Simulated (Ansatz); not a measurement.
A structure file:

```xyz
2
Lattice="2.8653 0.0000 0.0000 0.0000 2.8653 0.0000 0.0000 0.0000 2.8653" Properties=species:S:1:pos:R:3 pbc="T T T"
Al    0.0000    0.0000    0.0000
Cu    1.4327    1.4327    1.4327
```

> Before looking at a picture, describe the arrangement of atoms.

Chemical formula AlCu. The structure has Pm-3m (No. 221) symmetry and a primitive cubic lattice. Prototype: caesium chloride (CsCl, B2) type. One cell contains 1 Al, 1 Cu, 2 atoms in all. Al is coordinated by eight Cu in a cubic arrangement at 2.48 Å. Cu is coordinated by eight Al in a cubic arrangement at 2.48 Å. Not all metal-metal contacts are counted. The bonds build a three-dimensional framework.

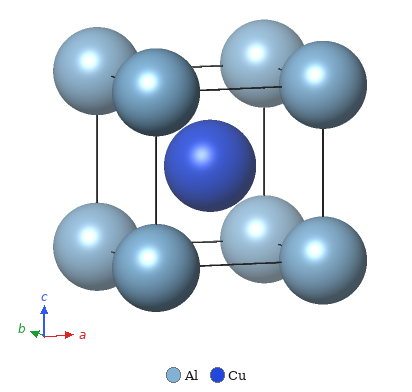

The structure above is drawn in spheres-only style and viewed slightly off an axis. One conventional unit cell is framed, with atoms on its boundary repeated.

Origin of the cell: a structure listed in the Materials Project. The cell was then strained or its atoms displaced on purpose. Ansatz was used for an electronic-structure calculation on it.

At this level of theory the cell isn't at rest (compressed, at 16 GPa), so its distances can differ from those at equilibrium, the more so the softer the solid.
